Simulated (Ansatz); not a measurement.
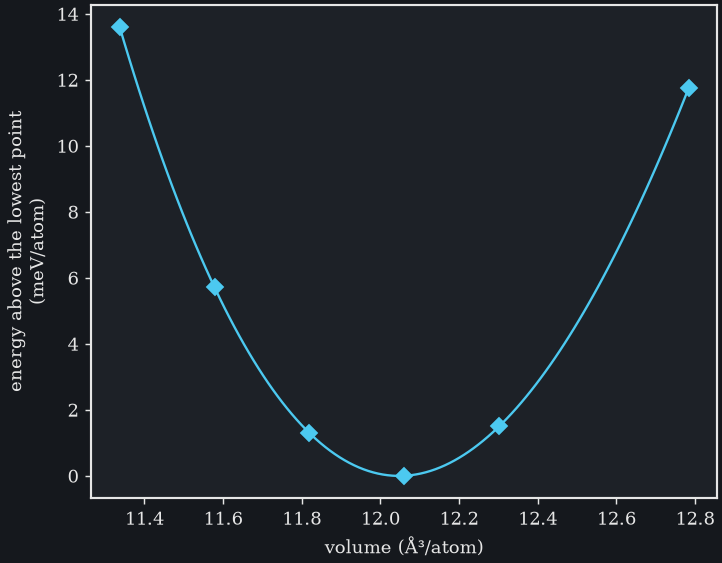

Plotted: energy above the lowest point against volume.

How it was computed, with Ansatz 0.2.0 development build: equation of state of a cubic crystal from periodic Kohn-Sham density functional theory without spin, third-order Birch-Murnaghan fit to the free energies; pressure corrected for the finite basis. Level: PBE.

Question: For which of these solids was it computed?
A. BaO, Fm-3m (No. 225)
B. Be, Fd-3m (No. 227)
C. Ca₂O₅, Pn-3m (No. 224)

Answer: C, Ca₂O₅: energy above the lowest point from 0.0 meV/atom to 13.6 meV/atom, V0 12.05 Å³/atom, B0 93.2 GPa. The others give: BaO, energy above the lowest point from 0.0 meV/atom to 19.1 meV/atom, V0 21.65 Å³/atom, B0 68.9 GPa; Be, energy above the lowest point from 0.00 meV/atom to 7.87 meV/atom, V0 14.69 Å³/atom, B0 43.8 GPa.

For Be, limits of the calculation: cubic model structure, not the ambient form.

For Ca₂O₅, limits of the calculation: cubic model structure, not the ambient form; modest k-mesh, values are not fully converged in k; no spin polarisation, a magnetic state may lie lower.
